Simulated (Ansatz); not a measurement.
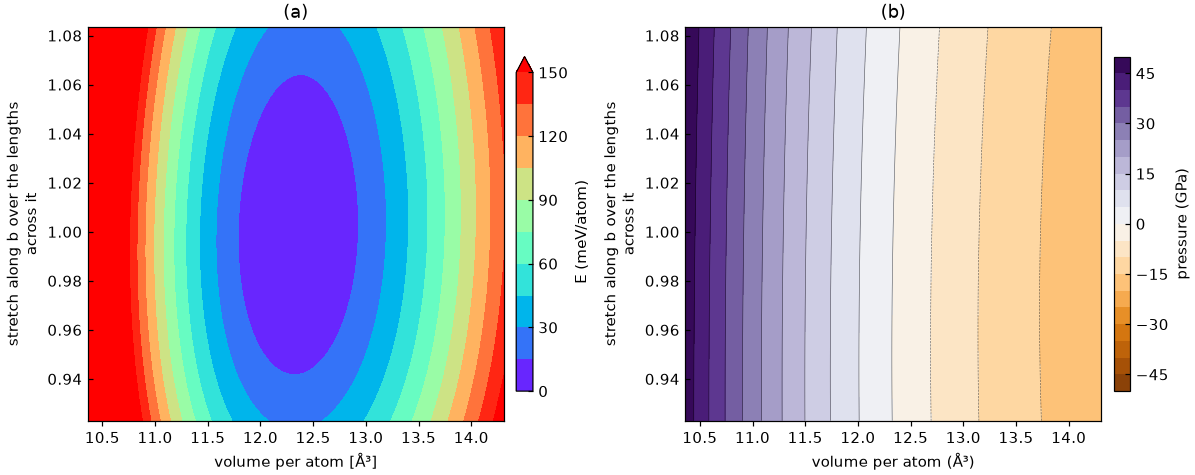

SnO₂ (Pbcn, No. 60; 12 atoms in the cell). 
- The energy is mapped over volume and the cell's shape.
- First axis: volume per atom. Second axis: stretch along b over the lengths across it, relative to the relaxed cell.
- Nothing is relaxed (fractional coordinates fixed).
- The grid has 7 × 7 points.
- Points are written as (first, second).
- Energies: meV/atom, counted from the lowest grid point.
- The band gap closes in part of the range.
- The calculation used Ansatz 0.2.0, DFT PBE, scalar-relativistic, plane waves, PAW. Settings: cutoff 520 eV, k-mesh 6×6×6, gaussian smearing 0.05 eV, no spin polarisation.

Panel (a) is the energy; panel (b) is the computed pressure, in GPa.

The picture shows filled contours, one colour for all values above the top of the scale. Between grid points the surface is interpolated.

Question: How does the pressure vary over the map, and what is it at the lowest grid point?

Answer: It runs from −19 GPa at (14.31 Å³, 0.974) to 50 GPa at (10.36 Å³, 1.083). At the lowest grid point, (12.33 Å³, 1.000), it is 0 GPa. The pressure is minus the slope of the energy with volume, so it vanishes at the true minimum, which need not be a grid point.

PAW datasets: the set soft_1.
